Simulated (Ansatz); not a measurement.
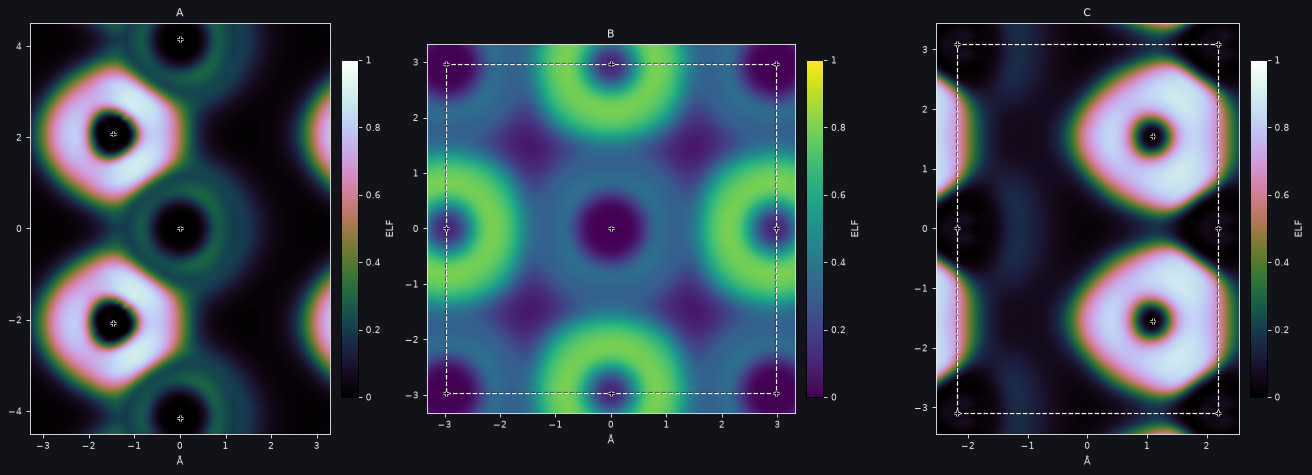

The ELF of 3 systems, each on a plane through atoms (crosses mark nuclei in the plane).

All numbers below come from Ansatz, DFT PBEsol, scalar-relativistic, plane waves, PAW.

System 1: SnSe, the (001) plane of the conventional cell. Space group Fm-3m.

System 2: AlN, the (101) plane of the conventional cell. Space group F-43m; a structure from a database of computed crystals, not necessarily the ambient phase.

```yaml
crystal:
  lattice:
    - [4.37736, 0.00000, 0.00000]
    - [0.00000, 0.00000, -4.37736]
    - [0.00000, 4.37736, 0.00000]
  atoms:
    - { symbol: Al, position: [0.50000, 0.50000, 0.00000] }
    - { symbol: Al, position: [0.00000, 0.50000, 0.50000] }
    - { symbol: Al, position: [0.00000, 0.00000, 0.00000] }
    - { symbol: Al, position: [0.50000, 0.00000, 0.50000] }
    - { symbol: N, position: [0.75000, 0.75000, 0.25000] }
    - { symbol: N, position: [0.25000, 0.75000, 0.75000] }
    - { symbol: N, position: [0.25000, 0.25000, 0.25000] }
    - { symbol: N, position: [0.75000, 0.25000, 0.75000] }
```

System 3: InP, the (110) plane of the conventional cell. Space group F-43m.

> Which map belongs to which system?

Panel A is system 3, InP: the plane holds In and P. In–P (2.55 Å): the ELF peaks at about 0.90 in the valence shell of P, 0.8 Å from its nucleus, and is about 0.55 at the midpoint. Panel B is system 1, SnSe: the plane holds Sn and Se. Sn–Se (2.97 Å): the ELF is about 0.40 at the midpoint. Panel C is system 2, AlN: the plane holds Al and N. Al–N (1.90 Å): the ELF peaks at about 0.90 in the valence shell of N, 0.8 Å from its nucleus, and is about 0.85 at the midpoint.
